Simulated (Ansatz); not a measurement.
Input of the run:

```yaml
crystal:
  lattice:
    - [2.5221, 0.0, 0.0]
    - [-1.26105, 2.1842026709, 0.0]
    - [0.0, 0.0, 12.3557]
  atoms:
    - { symbol: C, position: [0.6666666667, 0.3333333333, 0.35417] }
    - { symbol: C, position: [0.3333333333, 0.6666666667, 0.85417] }
    - { symbol: C, position: [0.6666666667, 0.3333333333, 0.14583] }
    - { symbol: C, position: [0.3333333333, 0.6666666667, 0.64583] }
    - { symbol: C, position: [0.6666666667, 0.3333333333, 0.47917] }
    - { symbol: C, position: [0.3333333333, 0.6666666667, 0.97917] }
    - { symbol: C, position: [0.6666666667, 0.3333333333, 0.02083] }
    - { symbol: C, position: [0.3333333333, 0.6666666667, 0.52083] }
    - { symbol: C, position: [0.0, 0.0, 0.8125] }
    - { symbol: C, position: [0.0, 0.0, 0.3125] }
    - { symbol: C, position: [0.0, 0.0, 0.6875] }
    - { symbol: C, position: [0.0, 0.0, 0.1875] }
hamiltonian:
  xc: pbesol
  pseudopotentials: { kind: paw }
kpoints:
  mp_grid: { grid: [12, 12, 3] }
  band_path:
    path:
      - [[0.0, 0.0, 0.0], [0.5, 0.0, 0.0], [0.3333333333, 0.3333333333, 0.0], [0.0, 0.0, 0.0], [0.0, 0.0, 0.5], [0.5, 0.0, 0.5], [0.3333333333, 0.3333333333, 0.5], [0.0, 0.0, 0.5]]
      - [[0.5, 0.0, 0.5], [0.5, 0.0, 0.0]]
      - [[0.3333333333, 0.3333333333, 0.0], [0.3333333333, 0.3333333333, 0.5]]
    npoints: 10
scf:
  occupations: { method: fermi_dirac, width: 0.05 }
  n_extra_bands: 30
output:
  forces: true
  stress: true
  eigenvalues: true
  fatbands: false
  write_density: true
  write_potential: true
  elf: true
  volumetric_format: npy
```

System: C, space group P6_3/mmc, 12 atoms in the cell.

Method: PBEsol, Ansatz PAW, no spin polarisation, no spin-orbit coupling, 12×12×3 k mesh, 420 eV cutoff, Fermi-Dirac smearing of 0.05 eV (Ansatz 0.2.0).

What does the calculation give for the electronic structure? The path is Γ–M–K–Γ–A–L–H–A|L–M|K–H.

The material is gapped. The gap along this path is 4.24 eV and indirect, from the valence-band top at Γ to the conduction-band bottom between Γ and M; the smallest direct gap is 5.25 eV, at Γ. Two bands meet at the valence-band top at Γ: it is doubly degenerate (spin aside). The next level lies only 0.15 eV lower. The top valence band spans 4.8 eV and the lowest conduction band 2.0 eV. The direct gaps are 5.25 eV at Γ, 10.00 eV at K and 7.28 eV at M.

The PAW data sets were made with another functional. LDA, GGA and most meta-GGA functionals understate gaps. The cell is at −4 GPa in this functional. This is a hexagonal form of diamond, not graphite.

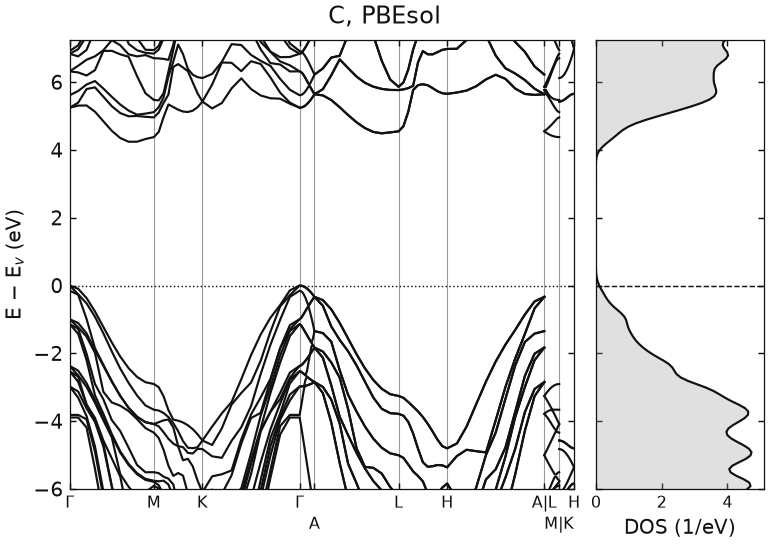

Band structure and density of states. Energies are counted from the top of the valence band. The DOS curve is built from the levels of the k mesh with Gaussians 0.55 eV wide, which also blur the band edges; ripples of that width can come from the mesh.
